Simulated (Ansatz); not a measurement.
Single-point calculation of TiCo2 (part 2 of 2)

The same run, continued: TiCo2 (6 atoms in the cell); DFT r2SCAN, scalar-relativistic, plane waves, PAW, spin-polarised (Ansatz 0.2.0); cutoff 500 eV, 10×10×10 k-mesh, Gaussian smearing of 0.1 eV, collinear spins. The structure derives from an entry of the Crystallography Open Database. It belongs to a series of runs on one base structure; here: large parallel starting moments.

Geometry of the input (Å; fractional positions):
```
0.0000  3.3520  3.3520
3.3520  0.0000  3.3520
3.3520  3.3520  0.0000
Ti 0.5000  0.5000  0.5000
Ti 0.7500  0.7500  0.7500
Co 0.1250  0.1250  0.1250
Co 0.6250  0.1250  0.1250
Co 0.1250  0.1250  0.6250
Co 0.1250  0.6250  0.1250
```

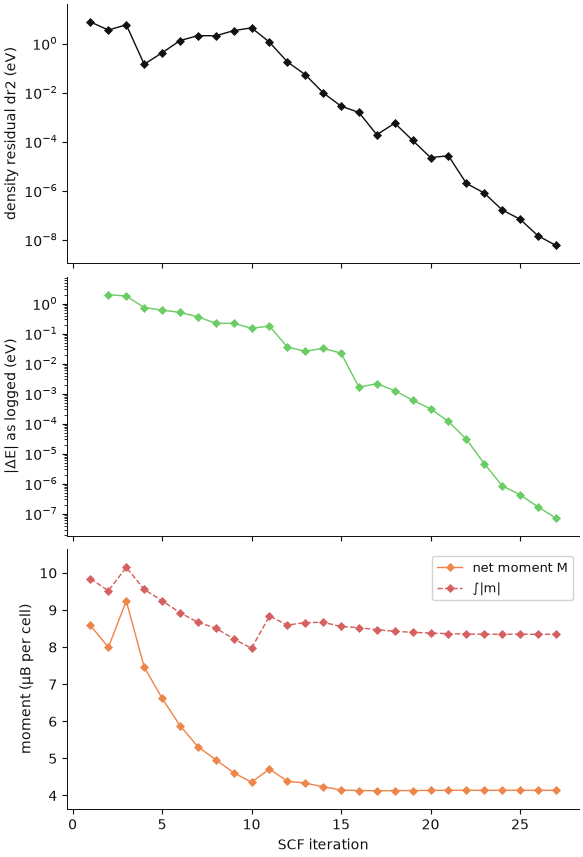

**Figure 1.** Convergence of the self-consistent field: density residual dr2, size of the energy change and magnetic moment against the SCF iteration. The residual falls unevenly and jumps up by a factor of two or more 3 times on the way down. The net moment goes from 8.6 to 4.1 μB per cell.

```
this state was not tested for a lower state beside it, because the mixer in use, unlike msr1, does not test its closes by its own steps (another_mixer; see scf.mixing.algorithm and scf.lower_state_search)
SCF converged after 27 iterations
Magnetization: 4.1376 μB (48.0688 up, 43.9312 down)
Absolute magnetization: 8.3460 μB (∫|ρ↑−ρ↓|, with the PAW one-centre terms)
Spin contamination: 1.2118 ħ² per cell (⟨S²⟩ above its minimum at these occupations)
Per-site moments (μB) at R_I (Å): [(-0.665146943128656, 1.1464742744061027), (-0.6651469431286555, 1.1464742744061027), (1.5543179445822788, 0.9777165463466391), (1.5543179445822781, 0.9777165463466391), (1.5543179445822788, 0.9777165463466391), (1.5543179445822801, 0.9777165463466391)]
Free energy (F): -25536.348233 eV
Harris-Foulkes:  -25536.348233 eV  (|F-HF|=2.29e-8)
Internal energy: -25536.327735 eV  (E = F + TS)
E sigma→0 (E₀):  -25536.337984 eV
Entropy (-TS):   -0.020497 eV (-3.416 meV/atom)
Fermi energy:    17.249730 eV
--- Per-component energies (eV) ---
  E_band       = -1452.064624
  E_kinetic    = 2367.433210
  E_local      = -14358.463204  (includes V_loc(G=0)·N_el)
  E_nonlocal   = 1827.350122
  E_hartree    = 6103.011324
  E_xc         = -820.306686
  E_vxc        = -1191.423124  (∫ρ·V_xc dr)
  E_paw        = -8202.777017  (= ΣΔE_a)
  E_vpaw       = -2380.731701  (= ΣTr[D̂ρ^β])
  E_aug_tail   = 0.000334  (compensation charges beyond the density's cutoff)
  E_vtau       = 77.745399  (kinetic-family band-sum trace: ∫τ·v_τ [+ j·A + Jᵃ·Aᵃ] dr)
  E_ewald      = -12450.888079
  E_core_change = -1.687739  (= ΣΔE_core)
  E_smearing   = -0.020497  (= −TS)
  E_closure    = -0.000000  (closes the sum)
  Σ components = -25536.348233   (vs F -25536.348233, Δ=0.00e0)
--- Forces (eV/Å), atoms counted from 1 ---
  atom   1  Ti     0.00000000     0.00000000     0.00000000
  atom   2  Ti    -0.00000000     0.00000000     0.00000000
  atom   3  Co     0.00000000    -0.00000000    -0.00000000
  atom   4  Co     0.00000000    -0.00000000     0.00000000
  atom   5  Co     0.00000000    -0.00000000     0.00000000
  atom   6  Co     0.00000000    -0.00000000     0.00000000
  max |Σ_I F_I| component: 2.31e-18 eV/Å
--- Stress (GPa, compression-positive) ---
       -1.322390      -0.000000       0.000000
        0.000000      -1.322390      -0.000000
       -0.000000       0.000000      -1.322390
  P = ⅓ Tr σ = -1.3224 GPa (-13.224 kbar)
--- Band table (eV; the first three rows and the last of 94) ---
  k-point 0 ↑: bands = ["-83.0243", "-82.9605", "-82.9605", "-82.9605", "-45.0331", "-44.8952", "-44.8952", "-44.8952", "-44.8534", "-44.8534", "-44.7034", "-44.7034", "-44.7034", "-44.5933", "-44.5933", "-44.5933", "-42.0171", "-41.9356", "-17.2485", "-17.2485", "-17.2485", "-17.0672", "-17.0672", "-17.0672", "8.5293", "11.4423", "12.0532", "12.0532", "12.0532", "12.8618", "12.8618", "12.8618", "13.1377", "13.1377", "14.7820", "14.7820", "14.8039", "14.8039", "14.8039", "15.1535", "15.1535", "15.1535", "15.9358", "15.9358", "16.4444", "16.4444", "16.4444", "16.5345", "16.5345", "16.5345", "18.1396", "18.1396", "18.1396", "18.2532", "19.9088", "19.9088", "22.9872", "22.9872", "22.9872", "25.0213", "25.0213", "25.0213", "25.5082", "26.5831", "26.5831", "26.8187"]
  k-point 1 ↑: bands = ["-83.0232", "-82.9617", "-82.9606", "-82.9606", "-45.0262", "-44.8932", "-44.8922", "-44.8922", "-44.8518", "-44.8518", "-44.7067", "-44.7067", "-44.7034", "-44.6025", "-44.5945", "-44.5945", "-42.0154", "-41.9371", "-17.2505", "-17.2505", "-17.2480", "-17.0683", "-17.0652", "-17.0652", "8.6445", "11.4912", "12.0625", "12.0874", "12.0874", "12.8318", "12.8900", "12.8900", "13.1608", "13.1608", "14.6893", "14.6893", "14.7847", "14.7847", "14.7999", "15.0386", "15.0897", "15.0897", "15.8727", "15.8727", "16.3278", "16.3278", "16.4039", "16.4443", "16.8724", "16.8724", "17.4618", "18.1063", "18.1063", "18.8930", "19.8907", "19.8907", "22.3694", "22.8837", "22.8837", "25.0904", "25.0904", "25.4075", "25.7784", "25.7784", "26.0665", "26.7602"]
  k-point 2 ↑: bands = ["-83.0199", "-82.9650", "-82.9606", "-82.9606", "-45.0080", "-44.8860", "-44.8852", "-44.8852", "-44.8458", "-44.8458", "-44.7168", "-44.7168", "-44.7034", "-44.6290", "-44.5977", "-44.5977", "-42.0107", "-41.9413", "-17.2555", "-17.2555", "-17.2474", "-17.0706", "-17.0600", "-17.0600", "8.9805", "11.6146", "12.0966", "12.1837", "12.1837", "12.7502", "12.9635", "12.9635", "13.2405", "13.2405", "14.4356", "14.4356", "14.7253", "14.7443", "14.7443", "14.7896", "14.9515", "14.9515", "15.6002", "15.6002", "15.8071", "16.4441", "16.6294", "16.6294", "17.0758", "17.2082", "17.2082", "18.0219", "18.0219", "19.4681", "19.8552", "19.8552", "21.3767", "22.5474", "22.5474", "24.8223", "24.8223", "25.7131", "25.7872", "25.7872", "26.7711", "27.7071"]
  k-point 46 ↓: bands = ["-80.5233", "-80.5233", "-80.4882", "-80.4882", "-42.7387", "-42.7387", "-42.4877", "-42.4877", "-42.3938", "-42.3938", "-42.3425", "-42.3425", "-42.3381", "-42.3381", "-42.2754", "-42.2754", "-42.2047", "-42.2047", "-18.0608", "-18.0608", "-17.9231", "-17.9231", "-17.7845", "-17.7845", "11.5441", "11.5441", "12.7269", "12.7269", "14.0587", "14.0587", "14.2558", "14.2558", "14.8181", "14.8181", "15.0834", "15.0834", "15.2470", "15.2470", "15.6265", "15.6265", "15.8245", "15.8245", "16.7030", "16.7030", "17.7810", "17.7810", "17.8458", "17.8458", "18.1075", "18.1075", "18.5079", "18.5079", "19.2374", "19.2374", "19.3097", "19.3097", "19.5461", "19.5461", "22.9902", "22.9902", "26.2649", "26.2649", "29.4168", "29.4168", "29.7185", "29.7185"]
--- Löwdin populations: 6 sites ---
  site symbol       q [e]    m [muB]
     0     Ti     11.8268    -0.8273
     1     Ti     11.8268    -0.8273
     2     Co     16.7684     1.5362
     3     Co     16.7684     1.5362
     4     Co     16.7684     1.5362
     5     Co     16.7684     1.5362
  spilling = 0.013833 (of n_electrons = 92.000000)
```

File populations.tsv:
```
# site	symbol	l	j	q_up	q_dn
# orbitals = lowdin
# n_electrons = 92.000000
# spilling = 0.013833
0	Ti	0_3S	-	0.971102	0.970705
0	Ti	0_4S	-	0.494593	0.489881
0	Ti	1_3P	-	2.996261	2.997264
0	Ti	2_3D	-	1.037795	1.869190
1	Ti	0_3S	-	0.971102	0.970705
1	Ti	0_4S	-	0.494593	0.489881
1	Ti	1_3P	-	2.996261	2.997264
1	Ti	2_3D	-	1.037795	1.869190
2	Co	0_3S	-	0.991503	0.992050
2	Co	0_4S	-	0.484265	0.496846
2	Co	1_3P	-	2.998447	2.998576
2	Co	2_3D	-	4.678110	3.128649
3	Co	0_3S	-	0.991503	0.992050
3	Co	0_4S	-	0.484265	0.496846
3	Co	1_3P	-	2.998447	2.998576
3	Co	2_3D	-	4.678110	3.128649
4	Co	0_3S	-	0.991503	0.992050
4	Co	0_4S	-	0.484265	0.496846
4	Co	1_3P	-	2.998447	2.998576
4	Co	2_3D	-	4.678110	3.128649
5	Co	0_3S	-	0.991503	0.992050
5	Co	0_4S	-	0.484265	0.496846
5	Co	1_3P	-	2.998447	2.998576
5	Co	2_3D	-	4.678110	3.128649
```

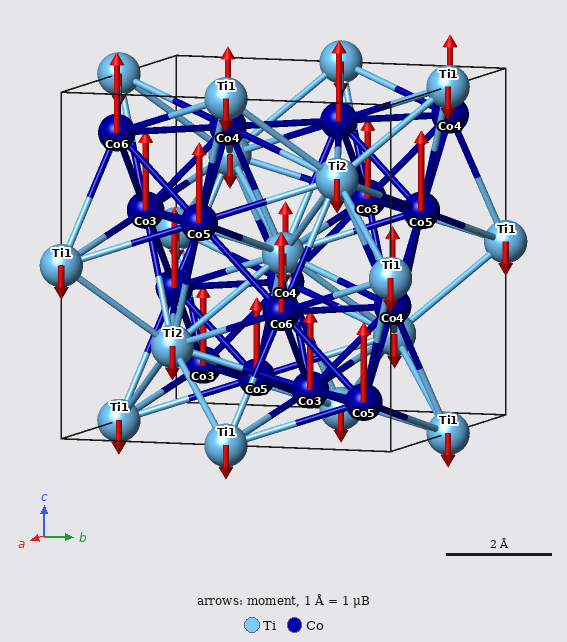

**Figure 2.** Magnetic moments of the sites as red arrows (ball-and-stick view of the cell 4 times as large as that of the calculation, set on its symmetry axes, seen slightly off an axis; atoms are numbered from 1 in the order of the input); small moments hardly show. The run is collinear, so the axis drawn is arbitrary. Site moments: all 4 Co atoms (1.55 μB); Ti1, Ti2 (−0.67 μB). They are counted near the atoms and needn't add up to the moment of the cell.

Results in brief:

- outcome: converged
- space group (tolerance 0.01 Å): Fd-3m (227)
- electrons treated: 92
- free energy: −25536.3482 eV
- Fermi energy: 17.250 eV
- gap on the k-point mesh: none (metallic)
- net moment of the cell: 4.14 μB
- integrated absolute moment: 8.35 μB
- pressure: −1.32 GPa
- largest force (length of the vector): under 0.001 eV/Å
- wall time: 4.4 min
- peak memory: 0.86 GiB

Notes:

The electronic state found may not be the lowest one. Warnings of the run: the state was not tested for a lower one.
